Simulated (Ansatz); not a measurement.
**Energy of HfB2 along an even scaling of the cell**

System: HfB2 (3 atoms in the cell).
Method: Kohn-Sham DFT of a periodic cell, LDA, all-electron LAPW, scalar-relativistic, no spin polarisation (Ansatz 0.2.0).

The 7 runs differ only in the geometry, by an even scaling of the cell at fixed fractional positions. The structure derives from an entry of the Crystallography Open Database.

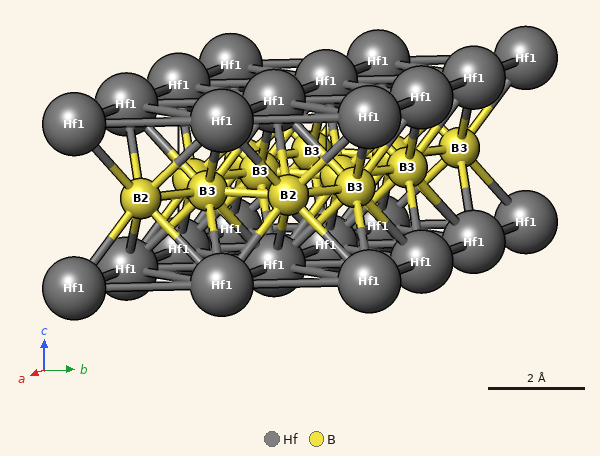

Figure 1. The structure of run 4 (ball-and-stick view of the cell of the calculation, repeated 3 × 2 × 1, seen slightly off an axis; atoms are numbered from 1 in the order of the input). An atom can appear more than once, as a periodic image.

### Input of run 4
```yaml
crystal:
  lattice:
    - [3.14, 0.0, 0.0]
    - [-1.57, 2.7193197679, 0.0]
    - [0.0, 0.0, 3.48]
  atoms:
    - { symbol: Hf, position: [0.0, 0.0, 0.0] }
    - { symbol: B, position: [0.6666666667, 0.3333333333, 0.5] }
    - { symbol: B, position: [0.3333333333, 0.6666666667, 0.5] }
kpoints:
  mp_grid: { grid: [10, 10, 8] }
scf:
  occupations: { method: fermi_dirac, width: 0.05 }
hamiltonian:
  xc: lda
  pseudopotentials: { kind: all_electron, lapw: { basis_error: 0.002 } }
output:
  forces: true
  stress: true
  eigenvalues: true
```

Command:
```bash
ansatz run input.yaml --threads 2 --pin off --max-ram 6144MiB --backend cpu --events-out ev --progress --plain --runs-dir out
```

Lattice vectors (Å) and fractional positions of run 4:
```
   3.140000    0.000000    0.000000
  -1.570000    2.719320    0.000000
   0.000000    0.000000    3.480000
Hf  0.000000  0.000000  0.000000
B   0.666667  0.333333  0.500000
B   0.333333  0.666667  0.500000
```

Run 2 differs from it as follows:
```diff
-    - [3.14, 0.0, 0.0]
-    - [-1.57, 2.7193197679, 0.0]
-    - [0.0, 0.0, 3.48]
+    - [3.0975623654, 0.0, 0.0]
+    - [-1.5487811827, 2.6825676982, 0.0]
+    - [0.0, 0.0, 3.4329672075]
```

### Results, with one run withheld

| run | volume per atom (Å³) | free energy per atom, from the lowest run given (meV) | pressure (GPa) |
| --- | --- | --- | --- |
| 1 | 9.311 | 1.02 | 6.38 |
| 2 | 9.509 | ? | ? |
| 3 | 9.707 | 0.00 | −5.15 |
| 4 | 9.905 | 9.48 | −10.09 |
| 5 | 10.103 | 24.78 | −14.56 |
| 6 | 10.301 | 45.33 | −18.61 |
| 7 | 10.499 | 70.64 | −22.26 |

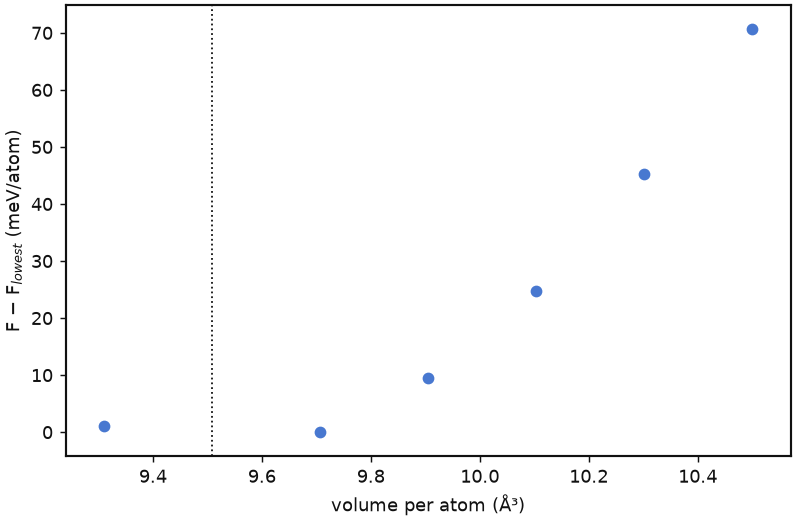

Figure 2. Free energy per atom of the runs given; the dotted line marks run 2.

Fit the runs given and predict run 2.

A cubic polynomial in V^(−2/3) (the Birch–Murnaghan form), fitted to the 6 runs given, misses them by under 0.01 meV per atom. With x = V^(−2/3) − 0.21605 Å⁻², it reads F = 13.024 − 4895 x + 3.7307e+05 x² − 98817 x³ (meV per atom). At run 2 it gives −3.05 meV per atom, and the run itself gives −3.05. The slope of the fit gives a pressure −dF/dV of 0.32 GPa there, and the run prints 0.32 GPa. The fit has its minimum at 9.520 Å³ per atom, where V d²F/dV² gives 275 GPa. Cell shape and fractional positions are held, so this is the stiffness under even scaling; the relaxed bulk modulus wasn't computed.

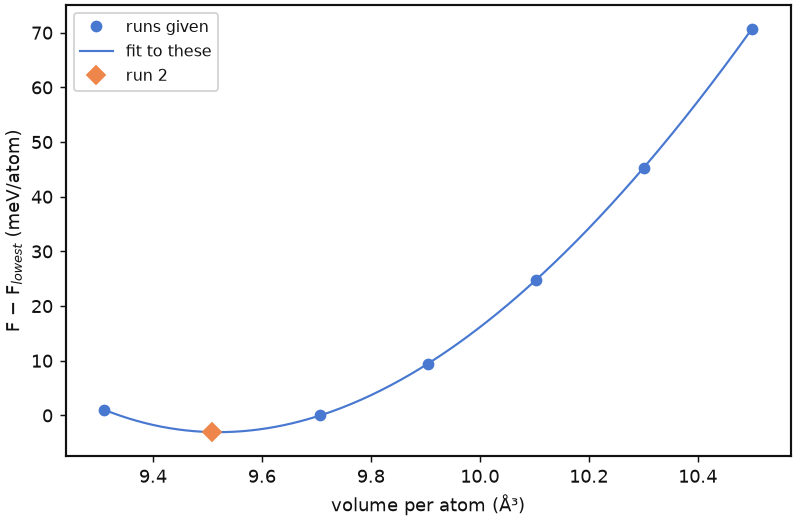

Figure 3. The fit and the withheld run.

### Output, shortened to warnings, some set-up lines, iterations and results (run 2)
```
Basis set: ecut = 270.6779409425329 eV, 291 PW (Γ), exchange–correlation at level 2
Symmetry: 24 space group operations
k-points: 70 of 800
Initial density: superposition of atomic densities (chi_scale 0.1, normalization cell, long waves kept (reshape's long-wave potential 0.00 eV rms))
[...]
SCF iter   1: F=—  HF=-411350.855918 eV  |F-HF|=—  |Δ(HF+E_count)|=         —  Δρ=8.20e-2  dr2=3.55e0  ethr=6.83e-3  ⟨swp⟩=2.0  Hψ=13942  notcnv=0
SCF iter   2: F=—  HF=-411349.725719 eV  |F-HF|=—  |Δ(HF+E_count)|=    1.13e0  Δρ=4.21e-2  dr2=9.64e-1  ethr=6.83e-3  ⟨swp⟩=2.7  Hψ=6336  notcnv=0
SCF iter   3: F=—  HF=-411349.496148 eV  |F-HF|=—  |Δ(HF+E_count)|=   2.30e-1  Δρ=1.97e-2  dr2=2.15e-1  ethr=1.85e-3  ⟨swp⟩=2.8  Hψ=6636  notcnv=0
SCF iter   4: F=—  HF=-411349.383652 eV  |F-HF|=—  |Δ(HF+E_count)|=   1.12e-1  Δρ=8.42e-3  dr2=3.46e-2  ethr=4.13e-4  ⟨swp⟩=2.3  Hψ=6818  notcnv=0
SCF iter   5: F=—  HF=-411349.374612 eV  |F-HF|=—  |Δ(HF+E_count)|=   9.04e-3  Δρ=2.62e-3  dr2=3.12e-3  ethr=6.02e-6  ⟨swp⟩=2.0  Hψ=11042  notcnv=0
SCF iter   6: F=—  HF=-411349.373993 eV  |F-HF|=—  |Δ(HF+E_count)|=   6.19e-4  Δρ=7.54e-4  dr2=2.44e-4  ethr=6.00e-6  ⟨swp⟩=2.0  Hψ=6376  notcnv=0
SCF iter   7: F=—  HF=-411349.373977 eV  |F-HF|=—  |Δ(HF+E_count)|=   1.63e-5  Δρ=1.09e-4  dr2=3.75e-6  ethr=4.70e-7  ⟨swp⟩=2.0  Hψ=6376  notcnv=0
SCF iter   8: F=—  HF=-411349.373975 eV  |F-HF|=—  |Δ(HF+E_count)|=   1.53e-6  Δρ=2.17e-5  dr2=1.22e-7  ethr=7.21e-9  ⟨swp⟩=3.0  Hψ=6590  notcnv=0
SCF iter   9: F=-411349.373975 eV  HF=-411349.373975 eV  |F-HF|=2.27e-9  |Δ(HF+E_count)|=   5.76e-9  Δρ=5.41e-6  dr2=7.62e-9  ethr=2.34e-10  ⟨swp⟩=2.0  Hψ=6374  notcnv=0
SCF 1 converged in 9 iterations: F = -411349.373975 eV  dr2 = 7.62e-9
SCF converged after 9 iterations
Free energy (F): -411349.373975 eV
Harris-Foulkes:  -411349.373975 eV  (|F-HF|=2.27e-9)
Internal energy: -411349.371426 eV  (E = F + TS)
E sigma→0 (E₀):  -411349.372701 eV
Entropy (-TS):   -0.002549 eV (-0.850 meV/atom)
Fermi energy:    21.328604 eV
--- Per-component energies (eV) ---
  E_band       = -4334.375418
  E_kinetic    = 457420.420255
  E_xc         = -8382.098887
  E_electrostatic = -860387.692794  (all electrons and nuclei)
  E_smearing   = -0.002549  (= −TS)
  E_closure    = 0.000000  (closes the sum)
  E_atoms      = -411323.004037  (free atoms, spherical and without spin; not in F)
  Σ components = -411349.373975   (vs F -411349.373975, Δ=0.00e0)
  Basis errors (estimates in eV, not in F): energy 9.1e-4 per atom: plane waves 8.1e-4 (4.2e-4 summed), levels above the bands 3.5e-52, relativity 6.1e-9, radial functions 1.0e-4, core shells 7.6e-8; eigenvalues (radial functions only) 8.0e-6; not estimated: angular momenta, meshes, grids; target …
--- Forces (eV/Å), atoms counted from 1 ---
  atom   1  Hf     0.00000000    -0.00000000     0.00000000
  atom   2  B     -0.00000000     0.00000000    -0.00000000
  atom   3  B     -0.00000000    -0.00000000     0.00000000
  max |Σ_I F_I| component: 7.40e-17 eV/Å
--- Stress (GPa, compression-positive) ---
        0.733426      -0.000000      -0.000000
        0.000000       0.733426      -0.000000
       -0.000000      -0.000000      -0.496211
  P = ⅓ Tr σ = 0.3235 GPa (3.235 kbar)
```

Notes: Spin–orbit coupling is left out, which matters for Hf.
